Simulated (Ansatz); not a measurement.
System: MoS₂, space group P-6m2 (No. 187).

Input of the run:
```
crystal:
  lattice:
    - [3.1841260822, 0.0, 0.0]
    - [-1.5920630411, 2.757534076, 0.0]
    - [0.0, 0.0, 17.33459995]
  atoms:
    - { symbol: Mo, position: [0.0, 0.0, 0.0] }
    - { symbol: S, position: [0.3333333333, 0.6666666667, 0.91050702] }
    - { symbol: S, position: [0.3333333333, 0.6666666667, 0.08949298] }
kpoints:
  mp_grid: { grid: [10, 10, 2] }
scf:
  occupations: { method: fixed }
hamiltonian:
  xc: pbesol
  pseudopotentials: { kind: all_electron, datasets: crystal }
output: {}
dielectric: {}
```

Launched with:
```bash
ansatz run input.yaml --threads 2 --pin off --max-ram 8192MiB --backend cpu --events-out ev --progress --plain --runs-dir out
```

Method: Born effective charges by linear response at the zone centre, in units of the proton charge, Cartesian axes of the given cell; all-electron DFT with PAW datasets made for the crystal, no spin polarisation (Ansatz 0.2.0). Level: PBEsol.

- k mesh: 10×10×2
- occupations: fixed
- potentials: all electron PAW datasets made for the crystal
- wave cutoff: 340 eV
- density cutoff: 1360 eV

Describe the result: the mean Born effective charge of each atom. The cases: Mo; S 1; S 2.

The largest in size is that of Mo, −0.75 e, and the charges add up to 0.00 e. Mo is the most anisotropic: its diagonal components run from −1.06 to −0.11 e.

```
atom  mean Born effective charge (e)  Born charge xx (e)  Born charge zz (e)
  Mo                          -0.746              -1.062              -0.114
 S 1                           0.373               0.531               0.057
 S 2                           0.373               0.531               0.057
```

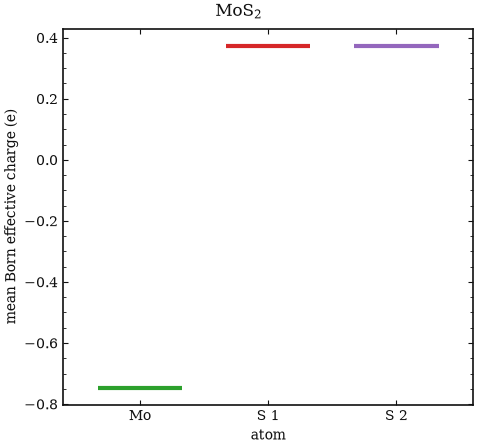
